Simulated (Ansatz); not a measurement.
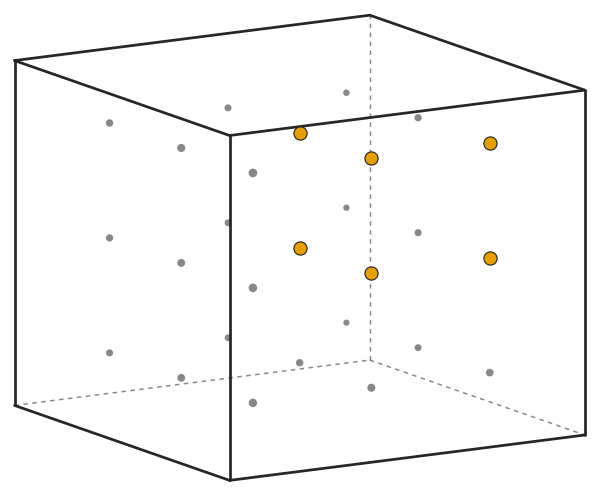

The Γ-centred 3×3×3 k-point mesh of a calculation on Ge (DFT, PBE, plane waves (420 eV) with PAW, scalar-relativistic in Ansatz 0.2.0), folded into the first Brillouin zone of the 12-atom cell that was run; each point of the zone's surface is drawn once. One point of each star is marked in colour. Space group P4_32_12.

```
Ge
1.0
     5.93000    0.00000    0.00000
     0.00000    5.93000    0.00000
     0.00000    0.00000    6.98000
Ge
12
Direct
  0.09120 0.09120 0.00000
  0.40880 0.59120 0.75000
  0.90880 0.90880 0.50000
  0.59120 0.40880 0.25000
  0.17300 0.37840 0.24860
  0.12160 0.67300 0.99860
  0.82700 0.62160 0.74860
  0.87840 0.32700 0.49860
  0.67300 0.12160 0.00140
  0.62160 0.82700 0.25140
  0.32700 0.87840 0.50140
  0.37840 0.17300 0.75140
```

Question: To how many irreducible points do the crystal's point group and time reversal reduce the mesh (magnetic order left aside)?

Answer: 6 of 27.

Question: List one member of each star with its weight, in the reciprocal vectors of this cell.

Answer:
```tsv
k₁	k₂	k₃	weight
0	0	0	1
0	0	1/3	2
1/3	0	0	4
1/3	0	1/3	8
1/3	1/3	0	4
1/3	1/3	1/3	8
```

Question: How fine is the mesh?

Answer: Spacing |bᵢ|/nᵢ = 0.353, 0.353, 0.300 1/Å (2π included).
